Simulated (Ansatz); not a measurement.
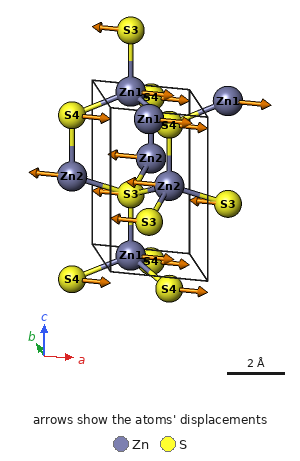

The lowest optical mode of a crystal of ZnS relaxed at 7 GPa, space group P6₃mc (No. 186), at the zone centre. The orange arrows are the displacements of the atoms (eigenvector over the root of the mass), of arbitrary overall length and sign. A ball-and-stick model of the cell of the calculation, seen slightly off an axis.

These are results of DFT LDA, scalar-relativistic, plane waves, PAW in Ansatz 0.2.0, not measurements.

The input:
```yaml
crystal:
  lattice:
    - [3.6483575537, 0.0, 0.0]
    - [-1.8241787769, 3.1595703236, 0.0]
    - [0.0, 0.0, 6.0148086258]
  atoms:
    - { symbol: Zn, position: [0.3333333333, 0.6666666667, 0.006161127] }
    - { symbol: Zn, position: [0.6666666667, 0.3333333333, 0.506161127] }
    - { symbol: S, position: [0.3333333333, 0.6666666667, 0.378838873] }
    - { symbol: S, position: [0.6666666667, 0.3333333333, 0.878838873] }
basis:
  ecutwfc: 420
kpoints:
  mp_grid: { grid: [12, 12, 6] }
hamiltonian:
  xc: lda
scf:
  occupations: { method: fixed }
output:
  eigenvalues: true
phonons:
  method: dfpt
  dielectric: true
  rigid_motions: translations
  eigenvectors: true
```

Run as
```bash
ansatz run input.yaml --threads 1 --pin off --max-ram 3072MiB --backend cpu --events-out ev --progress --plain --runs-dir out
```

Frequencies are those without the non-analytic (LO–TO) term.

Q: Is this crystal at a minimum with respect to the drawn distortion?

A: Yes: this softest mode has a real frequency, and so have all others here. That speaks for this wave vector alone: the rest of the zone wasn't checked in this run. This is the E₂ mode (doubly degenerate; one member of the set is drawn) at 61 cm⁻¹, the lowest optical level, Raman-active by symmetry. All motion is along a; atoms of one kind move against one another, with no net shift of any sublattice; it mainly bends the S–Zn bonds; the kinetic energy is shared as Zn 72 %, S 28 %.
